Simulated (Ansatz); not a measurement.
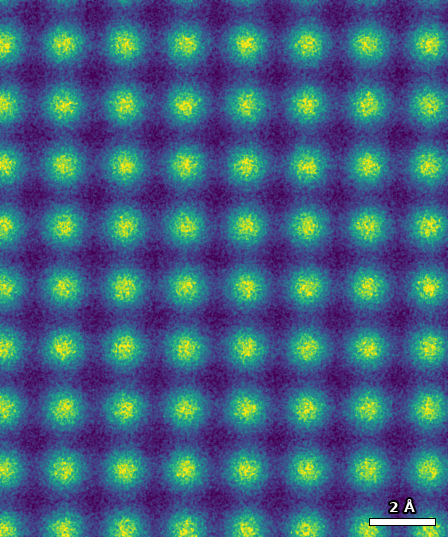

An image along [001] of one of the structures below (computed or model cells, partly hypothetical, each in its standard cell). Simulated as the projected potential of neutral atoms (B = 0.8 Å²) blurred by a 0.83 Å probe, the thin-sample limit of integrated differential phase contrast. Shot noise was added.

A. Rh
Space group Fm-3m (No. 225). a = 3.800 Å, b = 3.800 Å, c = 3.800 Å, α = 90.00°, β = 90.00°, γ = 90.00°
| atom | site | symmetry | x | y | z |
| --- | --- | --- | --- | --- | --- |
| Rh | 4a | m-3m | 0.0000 | 0.0000 | 0.0000 |

B. Si
Space group Pm-3n (No. 223). a = 5.130 Å, b = 5.130 Å, c = 5.130 Å, α = 90.00°, β = 90.00°, γ = 90.00°
| atom | site | symmetry | x | y | z |
| --- | --- | --- | --- | --- | --- |
| Si | 2a | m-3. | 0.0000 | 0.0000 | 0.0000 |
| Si | 6c | -4m.2 | 0.2500 | 0.0000 | 0.5000 |

C. Rh
Space group P6_3/mmc (No. 194). a = 2.743 Å, b = 2.743 Å, c = 4.418 Å, α = 90.00°, β = 90.00°, γ = 120.00°
```
atom  site  symmetry       x       y       z
  Rh    2c      -6m2  0.3333  0.6667  0.2500
```

D. Rh
Space group Im-3m (No. 229). a = 3.073 Å, b = 3.073 Å, c = 3.073 Å, α = 90.00°, β = 90.00°, γ = 90.00°
| atom | site | symmetry | x | y | z |
| --- | --- | --- | --- | --- | --- |
| Rh | 2a | m-3m | 0.0000 | 0.0000 | 0.0000 |

> Which structure was imaged?

A, Rh. Along [001] the projected cells are A 1.90 × 1.90 Å, 90°; B 5.13 × 5.13 Å, 90°; C 2.74 × 2.74 Å, 120°; D 2.17 × 2.17 Å, 90°. The image repeats as A does.

Structure A: a calculation's starting geometry.
